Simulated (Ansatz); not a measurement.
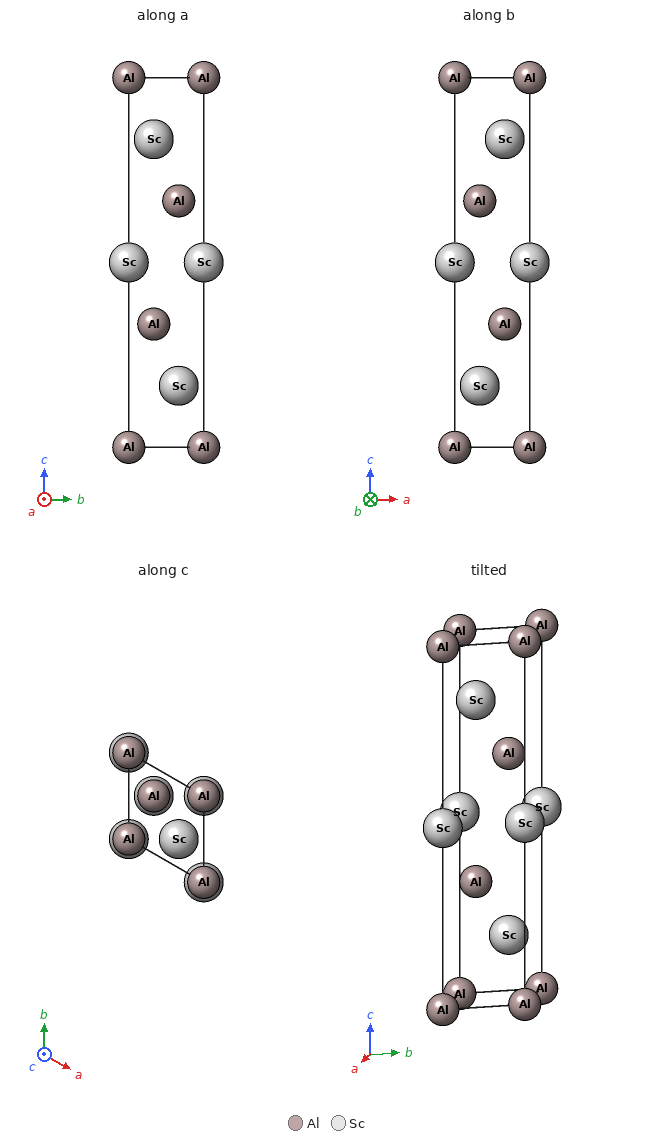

A spheres-only picture of a crystal structure, seen along the a axis, along the b axis, along the c axis and slightly off an axis. The conventional unit cell is outlined; an atom on or near a face, edge or corner is repeated at each equivalent position.

Lattice parameters: a = 3.166 Å, b = 3.166 Å, c = 13.531 Å, α = 90.00°, β = 90.00°, γ = 120.00°.

Set out the cell and atoms as a table of Wyckoff sites.

Answer. Space group R-3m:H (No. 166).
| atom | site | x | y | z |
| --- | --- | --- | --- | --- |
| Al | 3a | 0.0000 | 0.0000 | 0.0000 |
| Sc | 3b | 0.3333 | 0.6667 | 0.1667 |

Its origin is a structure type filled with these elements by a generator (whether the compound takes this form wasn't checked). Earlier steps of the study may have refined or changed the cell and positions. It was run through Ansatz as a DFT input.
